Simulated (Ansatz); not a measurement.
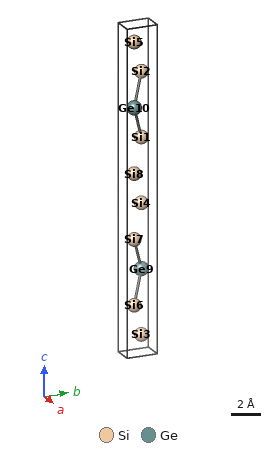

This is the input geometry for a relaxation of a crystal of Si4Ge (a generated structure, set up in P6_3/mmc) (coarse preliminary run). A ball-and-stick model of the cell of the calculation, seen slightly off an axis.

The calculation used DFT PBE, scalar-relativistic, plane waves, PAW (Ansatz 0.2.0).

The input:
```yaml
crystal:
  lattice:
    - [2.8328916, 0.0, 0.0]
    - [-1.4164458, 2.45335609, 0.0]
    - [0.0, 0.0, 23.04098943]
  atoms:
    - { symbol: Si, position: [0.33333333, 0.66666667, 0.65] }
    - { symbol: Si, position: [0.33333333, 0.66666667, 0.85] }
    - { symbol: Si, position: [0.33333333, 0.66666667, 0.05] }
    - { symbol: Si, position: [0.33333333, 0.66666667, 0.45] }
    - { symbol: Si, position: [0.66666667, 0.33333333, 0.95] }
    - { symbol: Si, position: [0.66666667, 0.33333333, 0.15] }
    - { symbol: Si, position: [0.66666667, 0.33333333, 0.35] }
    - { symbol: Si, position: [0.66666667, 0.33333333, 0.55] }
    - { symbol: Ge, position: [0.33333333, 0.66666667, 0.25] }
    - { symbol: Ge, position: [0.66666667, 0.33333333, 0.75] }
basis:
  ecutwfc: 420
kpoints:
  mp_grid: { grid: [6, 6, 1] }
hamiltonian:
  xc: pbe
scf:
  occupations: { method: gaussian, width: 0.1 }
  lower_state_search: "off"
output:
  forces: true
  stress: true
  eigenvalues: true
relax:
  adjacent_minimum: "off"
  f_tol: 0.04
  max_steps: 70
  cell: { stress_tol: 0.4 }
```

Command:
```bash
ansatz run input.yaml --threads 1 --pin off --max-ram 2560MiB --backend cpu --events-out ev --progress --plain --runs-dir out
```

Where does the relaxation end?

Answer. The largest moves relative to the cell, 0.16 Å, are those of Si1, Si2, Si6 and Si7. Si1 goes along −c. Ge stays in place. Cell: a = b 2.833 → 2.863 Å (+1.1 %), c 23.041 → 21.918 Å (−4.9 %). Volume −2.8 %. Some distances before and after: Si1–Ge10 2.826 → 2.875 Å, Ge10–Ge10 2.833 → 2.863 Å. The space group stays P6_3/mmc (No. 194). The energy falls by 70.9 meV per atom in 4 accepted moves (5 points after the start). Largest force component: 0.55 eV/Å at the start, 0.037 eV/Å at the end. Pressure: −2.12 GPa at the start and 0.08 GPa at the end. At 1 point the geometry stayed and the basis and grid were re-selected for the new cell (energy shift of less than 0.05 meV per atom at most each time).

History of the run:

```csv
step,"E − E(0), meV/atom","largest force component, eV/Å","pressure, GPa","volume, Å³/atom",note
0,0.00,0.5502,-2.12,16.014,
1,-61.56,0.4418,-1.00,15.713,
2,-67.41,0.2227,0.39,15.491,
3,-70.68,0.0559,0.33,15.508,
4,-70.95,0.0367,0.08,15.564,
5,-70.90,0.0368,0.08,15.564,"same geometry, new basis"
```

The structure at the end:

```
CELL_PARAMETERS angstrom
2.86350 0.00000 0.00000
-1.43175 2.47986 0.00000
0.00000 0.00000 21.91776
ATOMIC_POSITIONS crystal
Si 0.33333 0.66667 0.64271
Si 0.33333 0.66667 0.85729
Si 0.33333 0.66667 0.04835
Si 0.33333 0.66667 0.45165
Si 0.66667 0.33333 0.95165
Si 0.66667 0.33333 0.14271
Si 0.66667 0.33333 0.35729
Si 0.66667 0.33333 0.54835
Ge 0.33333 0.66667 0.25000
Ge 0.66667 0.33333 0.75000
```

The end point in the same view:

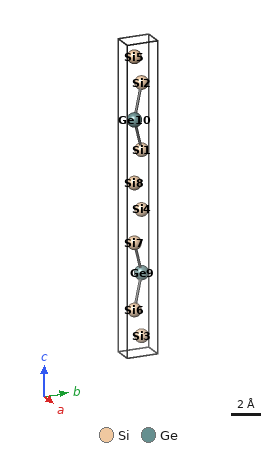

Limits of the set-up: the k-point mesh is coarse for a cell with partly filled bands.
